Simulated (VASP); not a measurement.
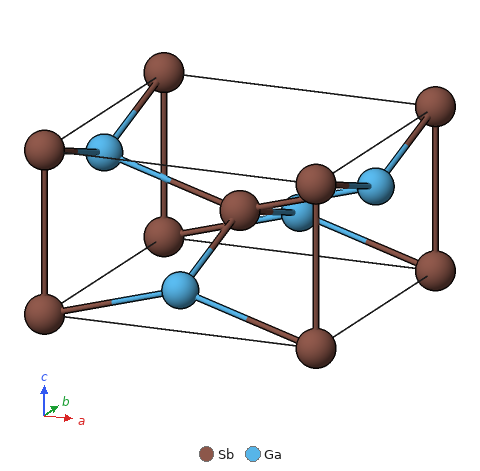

GaSb, space group I-4m2 (No. 119), a = 5.507 Å, b = 5.507 Å, c = 3.181 Å, α = 90.00°, β = 90.00°, γ = 90.00°

```tsv
site	Wyckoff	x	y	z
Sb	2a	0.0000	0.0000	0.0000
Ga	2d	0.0000	0.5000	0.7500
```

Origin: a cell listed in the Materials Project, as set up for an electronic-structure calculation.

Compute the Voronoi cell of each site (no radii): faces and volume.

```tsv
site	faces above 1 % of the sphere	volume (Å³)	solid angle by neighbour (%)
Sb	10	24.12	Ga 79 Sb 21
Ga	10	24.12	Sb 79 Ga 21
```

Weighted by multiplicity the volumes add up to the cell volume, 96.5 Å³.

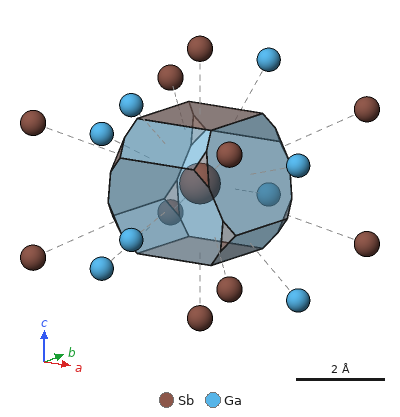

The computed Voronoi cell of Sb, with the neighbours that bound it.
